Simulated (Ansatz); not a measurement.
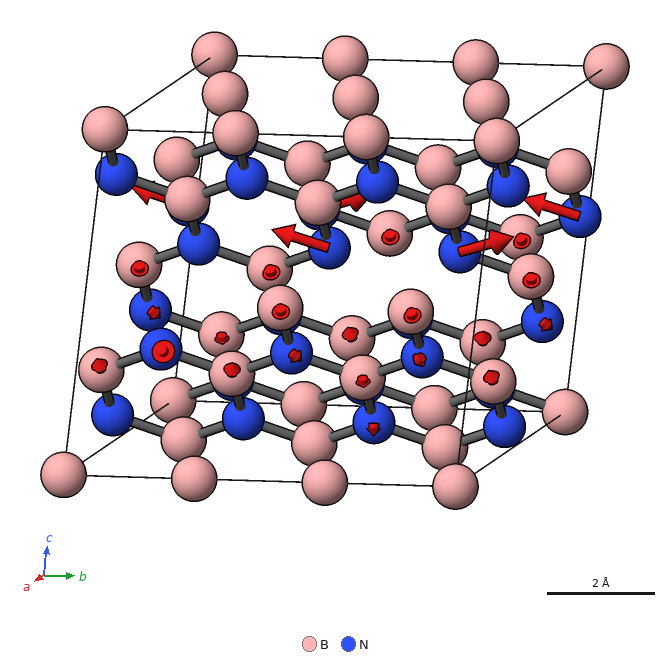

This is a relaxation of a defect cell of composition B11N12. The starting structure is drawn; red arrows show the displacements, 10 times their true length.

Style: ball-and-stick. Shown: the conventional cell (2 times the calculation's cell), slightly off an axis. Lengths and directions refer to the drawn axes.

Case: B vacancy, atoms relaxed.

All numbers below come from Ansatz, DFT PBEsol, scalar-relativistic, plane waves, PAW. Settings: plane-wave cutoff 420 eV; k-point mesh 4 × 4 × 4; occupations gaussian; smearing width 0.05 eV; no spin polarisation; atoms relaxed in a fixed cell; force threshold 0.02 eV/Å; at most 50 steps.

### Atoms of which element are displaced furthest, and by how much?

Nitrogen: up to 0.12 Å, against 0.04 Å for boron.

### What did the optimiser do to the structure, and how much energy did it gain?

The energy falls by 0.447 eV per cell of the calculation in 5 accepted moves (6 points after the start). The largest force component goes from 2.1 to 0.0073 eV/Å. The line search rejected the trial step at point 3 of the run. The largest moves, 0.12 Å, are those of N atoms. By element the largest moves are N 0.12 Å, B 0.04 Å. The lattice vectors keep their values. Near-neighbour distances that change, for instance: B–N 1.446 → 1.391 Å, B–N 1.446 → 1.469 Å, B–N 1.446 → 1.432 Å. Bond angles that change, for instance: B–N–B 120.0° → 130.0°, N–B–N 120.0° → 113.6°, B–N–B 120.0° → 126.2°. Cost: 100 s on 4 threads of Arm Neoverse V1, on a shared host, peak memory 0.84 GiB.

Limits of the set-up: the cell has an odd number of electrons but was run without spin polarisation; the periodic images lie only 6.3 Å apart, so the values are limited by the cell's size.
